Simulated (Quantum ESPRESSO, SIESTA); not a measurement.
# Deformation of the band gap of polar orthorhombic HfO2 under volume change, QE, PBEsol

Calculated with Quantum ESPRESSO 7.5: PBEsol; plane waves, GBRV 1.5 ultrasoft, 50/300 Ry; k-mesh 4×4×4. The volume is changed from typed lattice constants. Shape and atoms were relaxed at QE, PBEsol at each point. The gap is that between the highest filled and lowest empty Kohn-Sham level on the mesh.

```
volume change (%)  gap on the mesh (eV)
               -8                 4.623
               -6                     ?
               -4                 4.425
               -2                 4.403
                0                 4.355
               +2                  4.38
               +4                 4.512
```

**Question.** Fit a second-order form in the logarithmic strain to the rows given and interpolate to the withheld row.

**Working.**

With u = ln[(1 + ε)/(1 + ε0)], counted from the row at ε0 = +0 % where y0 = 4.355, a second-order form y = y0 + a u + b u² makes v = (y − y0)/u a line in u.

```
         u         v
-0.0833816  -3.21414
-0.0408220  -1.71476
-0.0202027  -2.37592
 0.0198026   1.26246
 0.0392207   4.00299
```

With n = 5: mean u = -0.0170766, mean v = -0.407875, Σ(u − ū)² = 0.0094994, Σ(u − ū)(v − v̄) = 0.53317. Slope b = 0.53317 / 0.0094994 = 56.127; intercept a = v̄ − b ū = 0.55058.

At the withheld row u = -0.06188, v = a + b u = -2.922, and y = y0 + u v.

Prediction at -6: 4.536 eV. The run gave 4.511 eV, so the fit is high by 0.025 eV (0.55 % of the value).

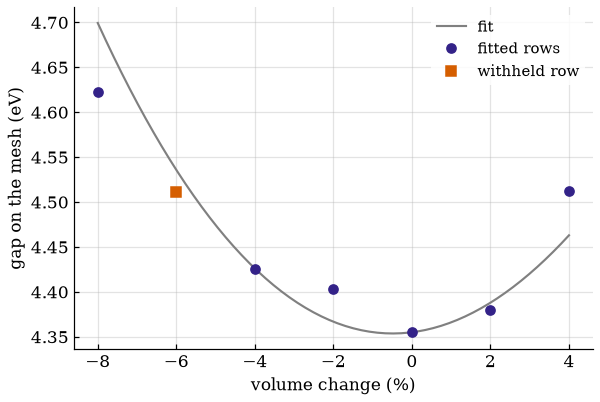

The fit, the rows that it rests on and the withheld row.

The first-order term, +0.55 eV per unit of ln V, is the slope of the fitted parabola at ε0; it is a deformation potential only where one valley holds the gap over the whole range, and a kink or a flat stretch in the table makes it differ from the local slope. The second-order term makes up 119 % of v at the withheld row. Among the rows given, the largest miss of the fit is at -8, by 0.076 eV (28 % of the range of the table).

Limits: The nuclei are static. The DFT runs use Fermi–Dirac occupations of width 0.01 eV, and energies are free energies. The mesh holds the band edges only if they lie on it, and semilocal functionals put gaps under measured ones. The rows don't follow a smooth parabola (r.m.s. departure 7.8 % of their range), so v is no line in u and the first-order term is poorly fixed; a kink, the k-mesh or scatter of the relaxations can each do this.

[Logs are printed without paths, hosts, clocks, repeated set-up lines and the standing remarks that a program may print on its own settings, such as how far it seeks lower states.]

[Hosts, paths, dates, database ids (printed as entryN), source tags and the programs' standing remarks are cut or masked in the printed files.]
